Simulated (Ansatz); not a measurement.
TiAl

```
Ti Al
1.0
     2.83730    0.00000    0.00000
     0.00000    2.83730    0.00000
     0.00000    0.00000    4.05910
Ti Al
1 1
Direct
  0.00000 0.00000 0.00000
  0.50000 0.50000 0.50000
```

Space group P4/mmm.

Method: Ansatz, Kohn-Sham DFT of a periodic cell, PBE, Ansatz PAW.

What will maps of the valence pseudo-density and electron localisation function show?

Ti–Ti (2.84 Å): ρ at the midpoint is about 0.22 e/Å³; the ELF is about 0.30 at the midpoint.
Al–Al (2.84 Å): ρ is about 0.22 e/Å³ halfway; the ELF peaks at about 0.70 between the atoms.
Ti–Al (2.85 Å): the density is about 0.2 e/Å³ at the midpoint; the ELF is about 0.35 at the midpoint.

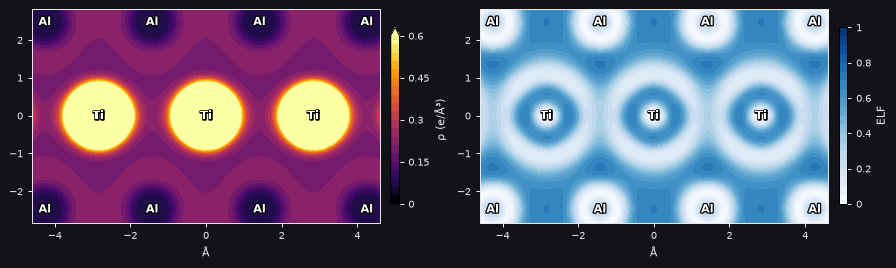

Computed valence pseudo-density and electron localisation function on the (101̄) plane of the conventional cell, in this order. 

The density is the valence pseudo-density of a PAW calculation; it isn't the true density close to the nuclei.
